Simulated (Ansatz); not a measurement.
Geometry relaxation of C (part 2 of 2)

C (slab, 6 atoms in the cell); DFT PBE+D3(BJ), scalar-relativistic, plane waves, PAW, PAW set soft_1, no spin polarisation (Ansatz 0.2.0); cutoff 420 eV, 12×9×1 k-mesh, Gaussian smearing of 0.05 eV. The structure derives from an entry of the Crystallography Open Database. The input holds or restrains some coordinates. Forces given for the steps count only the free coordinates.

Geometry of the input (Å; fractional positions):
```
2.4656  0.0000  0.0000
-1.2328  3.3948  0.0000
0.0000  0.0000  18.9794
C  0.5000  0.0000  0.3688
C  0.0000  0.0000  0.4063
C  0.0000  0.0000  0.4813
C  0.5000  0.0000  0.5187
C  0.5000  0.0000  0.5937
C  0.0000  0.0000  0.6312
```

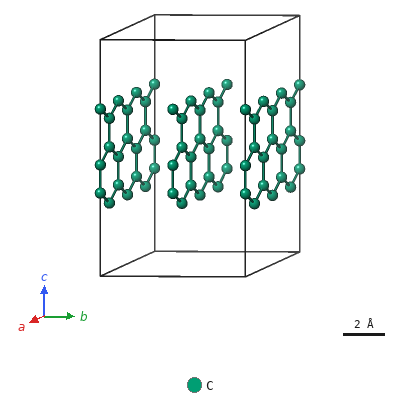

*The geometry at step 2 of the log (ball-and-stick view of the 3 × 2 repeat of the cell, with the vacuum cut short, seen slightly off an axis).*

**Output, continued**
```
SCF iter   1: F=—  HF=-1499.834045 eV  |F-HF|=—  |Δ(HF+E_count)|=         —  Δρ=1.74e-3  dr2=2.45e-2  ethr=1.77e-3  p=0.020 e·Å  D=2.33e-2 V/Å  ΔV_dip=-0.44 eV  dr2_dipole=1.07e-2  V_vac-E_F(+/−)=6.50/6.94 eV  ⟨swp⟩=1.7  Hψ=1908  notcnv=0  defer=44
efield: sawtooth ramp at fractional position 0.9800 (handed on by an earlier solve), width 0.0400; the density the first Hamiltonian is built on has a dipole p = 0.020 e·Å; the dipole correction subtracts the counter field D = 2.33e-2 V/Å, which shifts the + side's vacuum level by -0.44 eV against the − side's; the planar-averaged density in the ramp window peaks in size at 1.5e-6 e/Å³
preconditioner: auto → LDOS  [metal: Δε(μ)=0.015 eV  Ē_g=13.252 eV  σ=0.050 eV  W_gap=0.17  n_scr=22 (ndim 8)  ℏωp=14.4 eV  f_vac=0.575  D(μ)=5.55/eV (n_scr^D=36)  β→1.0]
SCF iter   2: F=—  HF=-1499.833151 eV  |F-HF|=—  |Δ(HF+E_count)|=   8.93e-4  Δρ=8.29e-4  dr2=1.35e-3  ethr=1.02e-4  p=0.023 e·Å  D=2.60e-2 V/Å  ΔV_dip=-0.49 eV  dr2_dipole=2.79e-4  V_vac-E_F(+/−)=6.45/6.94 eV  ⟨swp⟩=1.7  Hψ=1528  notcnv=0  defer=71
SCF iter   3: F=—  HF=-1499.832958 eV  |F-HF|=—  |Δ(HF+E_count)|=   1.93e-4  Δρ=4.35e-4  dr2=3.61e-4  ethr=5.63e-6  p=0.023 e·Å  D=2.64e-2 V/Å  ΔV_dip=-0.50 eV  dr2_dipole=5.41e-5  V_vac-E_F(+/−)=6.44/6.94 eV  ⟨swp⟩=2.0  Hψ=1673  notcnv=0  defer=71
SCF iter   4: F=—  HF=-1499.832915 eV  |F-HF|=—  |Δ(HF+E_count)|=   4.28e-5  Δρ=1.42e-4  dr2=7.36e-5  ethr=1.50e-6  p=0.023 e·Å  D=2.65e-2 V/Å  ΔV_dip=-0.50 eV  dr2_dipole=1.91e-5  V_vac-E_F(+/−)=6.44/6.94 eV  ⟨swp⟩=2.4  Hψ=1538  notcnv=0  defer=71
SCF iter   5: F=—  HF=-1499.832914 eV  |F-HF|=—  |Δ(HF+E_count)|=   1.43e-6  Δρ=7.10e-5  dr2=1.61e-5  ethr=3.07e-7  p=0.023 e·Å  D=2.66e-2 V/Å  ΔV_dip=-0.51 eV  dr2_dipole=3.68e-6  V_vac-E_F(+/−)=6.44/6.94 eV  ⟨swp⟩=1.3  Hψ=963  notcnv=0  defer=71
SCF iter   6: F=-1499.832907 eV  HF=-1499.832915 eV  |F-HF|=7.49e-6  |Δ(HF+E_count)|=   7.09e-7  Δρ=2.84e-5  dr2=5.78e-6  ethr=4.46e-8  p=0.023 e·Å  D=2.67e-2 V/Å  ΔV_dip=-0.51 eV  dr2_dipole=2.40e-6  V_vac-E_F(+/−)=6.43/6.94 eV  ⟨swp⟩=11.3  Hψ=5107  notcnv=0
SCF 4 converged in 6 iterations: F = -1499.832907 eV  dr2 = 5.78e-6
  greatest PAW one-centre occupation: 0.699 electrons in one spin orbital (limit 2), on the C atom at site 5 (counted from 0), in its partial waves of l = 0
relax step   4: F+E_penalty+E_count = -1499.83290709 eV  Δ(F+E_penalty+E_count) = -2.612e-3 eV  max|allowed force component| = 7.159e-2 eV/Å  Δτ_max = 0.0090 Å  (6 SCF iters, dr2 threshold 1.07e-5 eV, accepted)
SCF iter   1: F=—  HF=-1499.833169 eV  |F-HF|=—  |Δ(HF+E_count)|=         —  Δρ=1.03e-3  dr2=1.06e-2  ethr=8.36e-4  p=0.023 e·Å  D=2.67e-2 V/Å  ΔV_dip=-0.51 eV  dr2_dipole=4.76e-3  V_vac-E_F(+/−)=6.43/6.93 eV  ⟨swp⟩=1.8  Hψ=1942  notcnv=0  defer=43
efield: sawtooth ramp at fractional position 0.9800 (handed on by an earlier solve), width 0.0400; the density the first Hamiltonian is built on has a dipole p = 0.023 e·Å; the dipole correction subtracts the counter field D = 2.67e-2 V/Å, which shifts the + side's vacuum level by -0.51 eV against the − side's; the planar-averaged density in the ramp window peaks in size at 6.0e-7 e/Å³
preconditioner: auto → LDOS  [metal: Δε(μ)=0.014 eV  Ē_g=13.262 eV  σ=0.050 eV  W_gap=0.15  n_scr=22 (ndim 8)  ℏωp=14.4 eV  f_vac=0.576  D(μ)=5.56/eV (n_scr^D=36)  β→1.0]
SCF iter   2: F=—  HF=-1499.832894 eV  |F-HF|=—  |Δ(HF+E_count)|=   2.75e-4  Δρ=2.63e-4  dr2=1.96e-4  ethr=4.41e-5  p=0.025 e·Å  D=2.79e-2 V/Å  ΔV_dip=-0.53 eV  dr2_dipole=3.26e-5  V_vac-E_F(+/−)=6.41/6.94 eV  ⟨swp⟩=1.6  Hψ=1481  notcnv=0  defer=72
SCF iter   3: F=—  HF=-1499.832924 eV  |F-HF|=—  |Δ(HF+E_count)|=   2.94e-5  Δρ=1.30e-4  dr2=8.05e-5  ethr=8.16e-7  p=0.025 e·Å  D=2.81e-2 V/Å  ΔV_dip=-0.53 eV  dr2_dipole=1.05e-5  V_vac-E_F(+/−)=6.41/6.94 eV  ⟨swp⟩=2.2  Hψ=1481  notcnv=0  defer=72
SCF iter   4: F=—  HF=-1499.832917 eV  |F-HF|=—  |Δ(HF+E_count)|=   7.32e-6  Δρ=6.20e-5  dr2=1.59e-5  ethr=3.35e-7  p=0.025 e·Å  D=2.82e-2 V/Å  ΔV_dip=-0.53 eV  dr2_dipole=4.49e-7  V_vac-E_F(+/−)=6.40/6.94 eV  ⟨swp⟩=1.0  Hψ=942  notcnv=0  defer=72
SCF iter   5: F=—  HF=-1499.832917 eV  |F-HF|=—  |Δ(HF+E_count)|=   4.08e-7  Δρ=2.59e-5  dr2=1.28e-6  ethr=6.64e-8  p=0.025 e·Å  D=2.82e-2 V/Å  ΔV_dip=-0.54 eV  dr2_dipole=1.12e-10  V_vac-E_F(+/−)=6.40/6.94 eV  ⟨swp⟩=2.5  Hψ=1484  notcnv=0  defer=72
SCF iter   6: F=—  HF=-1499.832917 eV  |F-HF|=—  |Δ(HF+E_count)|=   1.61e-7  Δρ=8.79e-6  dr2=2.77e-7  ethr=5.33e-9  p=0.025 e·Å  D=2.82e-2 V/Å  ΔV_dip=-0.54 eV  dr2_dipole=3.17e-9  V_vac-E_F(+/−)=6.40/6.94 eV  ⟨swp⟩=2.6  Hψ=1619  notcnv=0  defer=72
SCF iter   7: F=-1499.832917 eV  HF=-1499.832917 eV  |F-HF|=1.59e-8  |Δ(HF+E_count)|=   1.19e-7  Δρ=2.82e-6  dr2=2.74e-8  ethr=4.17e-10  p=0.025 e·Å  D=2.82e-2 V/Å  ΔV_dip=-0.54 eV  dr2_dipole=4.37e-9  V_vac-E_F(+/−)=6.40/6.94 eV  ⟨swp⟩=11.1  Hψ=5005  notcnv=0
SCF 5 converged in 7 iterations: F = -1499.832917 eV  dr2 = 2.74e-8
relax step   5: F+E_penalty+E_count = -1499.83291722 eV  Δ(F+E_penalty+E_count) = -1.013e-5 eV  max|allowed force component| = 5.895e-2 eV/Å  Δτ_max = 0.0080 Å  (7 SCF iters, accepted)
SCF iter   1: F=—  HF=-1499.833103 eV  |F-HF|=—  |Δ(HF+E_count)|=         —  Δρ=5.09e-4  dr2=2.21e-3  ethr=1.35e-4  p=0.025 e·Å  D=2.82e-2 V/Å  ΔV_dip=-0.54 eV  dr2_dipole=9.65e-4  V_vac-E_F(+/−)=6.41/6.94 eV  ⟨swp⟩=1.8  Hψ=1942  notcnv=0  defer=44
efield: sawtooth ramp at fractional position 0.9800 (handed on by an earlier solve), width 0.0400; the density the first Hamiltonian is built on has a dipole p = 0.025 e·Å; the dipole correction subtracts the counter field D = 2.82e-2 V/Å, which shifts the + side's vacuum level by -0.54 eV against the − side's; the planar-averaged density in the ramp window peaks in size at 5.7e-7 e/Å³
preconditioner: auto → LDOS  [metal: Δε(μ)=0.015 eV  Ē_g=13.247 eV  σ=0.050 eV  W_gap=0.16  n_scr=22 (ndim 8)  ℏωp=14.4 eV  f_vac=0.575  D(μ)=5.70/eV (n_scr^D=36)  β→1.0]
SCF iter   2: F=—  HF=-1499.833032 eV  |F-HF|=—  |Δ(HF+E_count)|=   7.09e-5  Δρ=1.36e-4  dr2=4.66e-5  ethr=9.22e-6  p=0.024 e·Å  D=2.78e-2 V/Å  ΔV_dip=-0.53 eV  dr2_dipole=5.85e-6  V_vac-E_F(+/−)=6.41/6.94 eV  ⟨swp⟩=1.5  Hψ=1471  notcnv=0  defer=62
SCF iter   3: F=—  HF=-1499.833036 eV  |F-HF|=—  |Δ(HF+E_count)|=   3.92e-6  Δρ=8.04e-5  dr2=3.42e-5  ethr=1.94e-7  p=0.024 e·Å  D=2.77e-2 V/Å  ΔV_dip=-0.53 eV  dr2_dipole=7.47e-6  V_vac-E_F(+/−)=6.41/6.94 eV  ⟨swp⟩=2.0  Hψ=1470  notcnv=0  defer=62
SCF iter   4: F=—  HF=-1499.833035 eV  |F-HF|=—  |Δ(HF+E_count)|=   1.44e-6  Δρ=2.83e-5  dr2=3.27e-6  ethr=1.42e-7  p=0.024 e·Å  D=2.77e-2 V/Å  ΔV_dip=-0.52 eV  dr2_dipole=3.09e-8  V_vac-E_F(+/−)=6.41/6.94 eV  ⟨swp⟩=1.2  Hψ=997  notcnv=0  defer=62
SCF iter   5: F=—  HF=-1499.833036 eV  |F-HF|=—  |Δ(HF+E_count)|=   1.01e-6  Δρ=1.24e-5  dr2=5.90e-7  ethr=1.36e-8  p=0.024 e·Å  D=2.76e-2 V/Å  ΔV_dip=-0.52 eV  dr2_dipole=6.67e-8  V_vac-E_F(+/−)=6.41/6.94 eV  ⟨swp⟩=2.1  Hψ=1215  notcnv=0  defer=62
iter 6 did not close the SCF: its close was put off until two iterations running show no level that it waits for move by more than its bar (scf_convergence_deferred on its scf_iter line)
SCF iter   6: F=-1499.833036 eV  HF=-1499.833036 eV  |F-HF|=8.67e-9  |Δ(HF+E_count)|=   4.98e-8  Δρ=5.31e-6  dr2=6.87e-8  ethr=4.17e-10  p=0.024 e·Å  D=2.76e-2 V/Å  ΔV_dip=-0.52 eV  dr2_dipole=4.49e-9  V_vac-E_F(+/−)=6.41/6.94 eV  ⟨swp⟩=8.7  Hψ=5302  notcnv=0
iter 7 did not close the SCF: its close was put off until two iterations running show no level that it waits for move by more than its bar (scf_convergence_deferred on its scf_iter line)
SCF iter   7: F=-1499.833036 eV  HF=-1499.833036 eV  |F-HF|=6.57e-9  |Δ(HF+E_count)|=   4.51e-8  Δρ=2.15e-6  dr2=1.93e-8  ethr=2.86e-10  p=0.024 e·Å  D=2.76e-2 V/Å  ΔV_dip=-0.52 eV  dr2_dipole=4.64e-9  V_vac-E_F(+/−)=6.41/6.94 eV  ⟨swp⟩=4.4  Hψ=4400  notcnv=0
SCF iter   8: F=-1499.833036 eV  HF=-1499.833036 eV  |F-HF|=5.82e-10  |Δ(HF+E_count)|=   1.13e-8  Δρ=7.29e-7  dr2=2.46e-9  ethr=8.04e-11  p=0.024 e·Å  D=2.76e-2 V/Å  ΔV_dip=-0.52 eV  dr2_dipole=7.46e-10  V_vac-E_F(+/−)=6.41/6.94 eV  ⟨swp⟩=4.7  Hψ=3816  notcnv=0
SCF 6 converged in 8 iterations: F = -1499.833036 eV  dr2 = 2.46e-9
relax step   6: F+E_penalty+E_count = -1499.83303567 eV  Δ(F+E_penalty+E_count) = -1.184e-4 eV  max|allowed force component| = 4.558e-4 eV/Å  Δτ_max = 0.0042 Å  (8 SCF iters, accepted)
SCF converged after 8 iterations
Free energy (F): -1499.833036 eV
Harris-Foulkes:  -1499.833036 eV  (|F-HF|=5.82e-10)
Internal energy: -1499.825953 eV  (E = F + TS)
E sigma→0 (E₀):  -1499.829494 eV
Entropy (-TS):   -0.007083 eV (-1.181 meV/atom)
Fermi energy:    -2.262701 eV
Dipole field:    D = 0.027681 V/Å  (p = 0.024302 e·Å, saw-weighted, corrected)
Work function:   Φ+ = 6.4142 eV   Φ− = 6.9395 eV
Levels:          The Fermi level and band energies are counted from a zero that moves with the ramp; work functions are not
--- Per-component energies (eV) ---
  E_band       = -247.120757
  E_kinetic    = 518.868907
  E_local      = -9620.760264  (includes V_loc(G=0)·N_el)
  E_nonlocal   = 143.498187
  E_hartree    = 4548.956119
  E_xc         = -277.281867
  E_vxc        = -340.864947  (∫ρ·V_xc dr)
  E_paw        = -599.524961  (= ΣΔE_a)
  E_vpaw       = -45.778660  (= ΣTr[D̂ρ^β])
  E_aug_tail   = 0.000094  (compensation charges beyond the density's cutoff)
  E_efield     = 0.000336  (sawtooth field / dipole correction)
  E_vefield    = 0.001921  (∫n·V_field dr)
  E_ewald      = 3787.120413
  E_disp       = -0.702918  (pairwise vdW)
  E_smearing   = -0.007083  (= −TS)
  E_closure    = -0.000000  (closes the sum)
  Σ components = -1499.833036   (vs F -1499.833036, Δ=0.00e0)
--- Forces (eV/Å), atoms counted from 1 ---
  atom   1  C      0.00000000     0.00000000     1.86171400
  atom   2  C      0.00000000     0.00000000    -3.43109756
  atom   3  C      0.00000000     0.00000000     1.57009980
  atom   4  C      0.00000000     0.00000000    -0.00035380
  atom   5  C      0.00000000     0.00000000    -0.00045577
  atom   6  C      0.00000000     0.00000000     0.00007861
  max |Σ_I F_I| component: 1.47e-5 eV/Å
--- Band table (eV; the first three rows and the last of 55) ---
  k-point 0: bands = ["-21.0831", "-19.3731", "-17.0109", "-12.5587", "-8.5062", "-8.1959", "-8.0003", "-7.0240", "-6.3298", "-5.5251", "-4.4453", "-2.7748", "-1.7903", "2.4748", "2.9927", "3.8117", "4.2806", "4.8906"]
  k-point 1: bands = ["-21.0539", "-19.3458", "-16.9851", "-12.5392", "-8.4932", "-8.2481", "-8.2011", "-7.0287", "-6.5648", "-5.5294", "-4.6506", "-2.7244", "-1.7382", "2.2739", "3.5367", "3.9571", "4.4479", "5.2323"]
  k-point 2: bands = ["-20.9780", "-19.2749", "-16.9183", "-12.4890", "-8.8331", "-8.4412", "-8.2143", "-7.1056", "-7.0404", "-5.5402", "-5.1279", "-2.6010", "-1.6156", "1.8040", "4.3056", "4.8488", "4.9809", "5.2058"]
  k-point 54: bands = ["-16.8054", "-16.7247", "-15.1194", "-14.8960", "-13.1262", "-13.0700", "-9.3843", "-9.2184", "-4.5393", "-4.2496", "-2.7259", "-2.5619", "-1.7472", "-1.3205", "0.0436", "0.6025", "6.7648", "7.4724"]
--- Relaxed structure (6 steps of the walk, 6 accepted, 0 SCFs on fresh bases) ---
  F+E_penalty+E_count = -1499.83303567 eV   max|allowed force component| = 4.558e-4 eV/Å
  atoms:
    - { symbol: C, position: [0.5000000000000001, 4.0389678347315804e-28, 0.36882137870000004] }
    - { symbol: C, position: [0.0, 0.0, 0.40628856050000006] }
    - { symbol: C, position: [0.0, 0.0, 0.4812664091000001] }
    - { symbol: C, position: [0.5000000000000001, 4.0389678347315804e-28, 0.5178320597086906] }
    - { symbol: C, position: [0.5000000000000001, 4.0389678347315804e-28, 0.5963084560928142] }
    - { symbol: C, position: [0.0, 0.0, 0.6288893115853927] }
```

**Trajectory as extended XYZ (Å, eV, eV/Å), 6 frames, from step=1 to step=6**
```
6
Lattice="2.4656 0.0000 0.0000 -1.2328 3.3948 0.0000 0.0000 0.0000 18.9794" Properties=species:S:1:pos:R:3:forces:R:3 step=1 energy=-1499.71410
C     1.2328    0.0000    7.0000    0.0000   0.0000   1.8177
C     0.0000    0.0000    7.7111    0.0000   0.0000  -3.0880
C     0.0000    0.0000    9.1341    0.0000   0.0000   1.4889
C     1.2328    0.0000    9.8452    0.0000   0.0000  -1.4890
C     1.2328    0.0000   11.2683    0.0000   0.0000   3.0892
C     0.0000    0.0000   11.9794    0.0000   0.0000  -1.8192
6
Lattice="2.4656 0.0000 0.0000 -1.2328 3.3948 0.0000 0.0000 0.0000 18.9794" Properties=species:S:1:pos:R:3:forces:R:3 step=2 energy=-1499.78328
C     1.2328    0.0000    7.0000    0.0000   0.0000   1.7625
C     0.0000    0.0000    7.7111    0.0000   0.0000  -3.1019
C     0.0000    0.0000    9.1341    0.0000   0.0000   1.5239
C     1.2328    0.0000    9.8414    0.0000   0.0000  -0.9376
C     1.2328    0.0000   11.2861    0.0000   0.0000   1.8624
C     0.0000    0.0000   11.9652    0.0000   0.0000  -1.1082
6
Lattice="2.4656 0.0000 0.0000 -1.2328 3.3948 0.0000 0.0000 0.0000 18.9794" Properties=species:S:1:pos:R:3:forces:R:3 step=3 energy=-1499.83029
C     1.2328    0.0000    7.0000    0.0000   0.0000   1.8337
C     0.0000    0.0000    7.7111    0.0000   0.0000  -3.3352
C     0.0000    0.0000    9.1341    0.0000   0.0000   1.5630
C     1.2328    0.0000    9.8320    0.0000   0.0000  -0.2496
C     1.2328    0.0000   11.3094    0.0000   0.0000   0.4138
C     0.0000    0.0000   11.9412    0.0000   0.0000  -0.2234
6
Lattice="2.4656 0.0000 0.0000 -1.2328 3.3948 0.0000 0.0000 0.0000 18.9794" Properties=species:S:1:pos:R:3:forces:R:3 step=4 energy=-1499.83291
C     1.2328    0.0000    7.0000    0.0000   0.0000   1.8581
C     0.0000    0.0000    7.7111    0.0000   0.0000  -3.4190
C     0.0000    0.0000    9.1341    0.0000   0.0000   1.5899
C     1.2328    0.0000    9.8288    0.0000   0.0000   0.0058
C     1.2328    0.0000   11.3184    0.0000   0.0000   0.0377
C     0.0000    0.0000   11.9398    0.0000   0.0000  -0.0716
6
Lattice="2.4656 0.0000 0.0000 -1.2328 3.3948 0.0000 0.0000 0.0000 18.9794" Properties=species:S:1:pos:R:3:forces:R:3 step=5 energy=-1499.83292
C     1.2328    0.0000    7.0000    0.0000   0.0000   1.8634
C     0.0000    0.0000    7.7111    0.0000   0.0000  -3.4367
C     0.0000    0.0000    9.1341    0.0000   0.0000   1.5351
C     1.2328    0.0000    9.8274    0.0000   0.0000  -0.0249
C     1.2328    0.0000   11.3153    0.0000   0.0000   0.0042
C     0.0000    0.0000   11.9317    0.0000   0.0000   0.0590
6
Lattice="2.4656 0.0000 0.0000 -1.2328 3.3948 0.0000 0.0000 0.0000 18.9794" Properties=species:S:1:pos:R:3:forces:R:3 step=6 energy=-1499.83304
C     1.2328    0.0000    7.0000    0.0000   0.0000   1.8617
C     0.0000    0.0000    7.7111    0.0000   0.0000  -3.4311
C     0.0000    0.0000    9.1341    0.0000   0.0000   1.5701
C     1.2328    0.0000    9.8281    0.0000   0.0000  -0.0004
C     1.2328    0.0000   11.3176    0.0000   0.0000  -0.0005
C     0.0000    0.0000   11.9359    0.0000   0.0000   0.0001
```

**Summary**

- outcome: converged under the restraints of the input
- electrons treated: 24
- free energy: −1499.8330 eV
- work function, top face: 6.41 eV
- work function, bottom face: 6.94 eV
- Fermi energy: −2.263 eV
- gap on the k-point mesh: none (metallic)
- final volume: 158.86 Å³
- work function (upper face): 6.41 eV
- largest force (length of the vector) at the end, held atoms and coordinates included: 3.431 eV/Å
- hardware: 2 threads of Arm Neoverse N1, 98 GiB of memory available, shared host
- wall time: 93 s (CPU time 3.1 min)
- peak memory: 0.43 GiB

The program warns: the k-point mesh lowers the symmetry that the run can use.
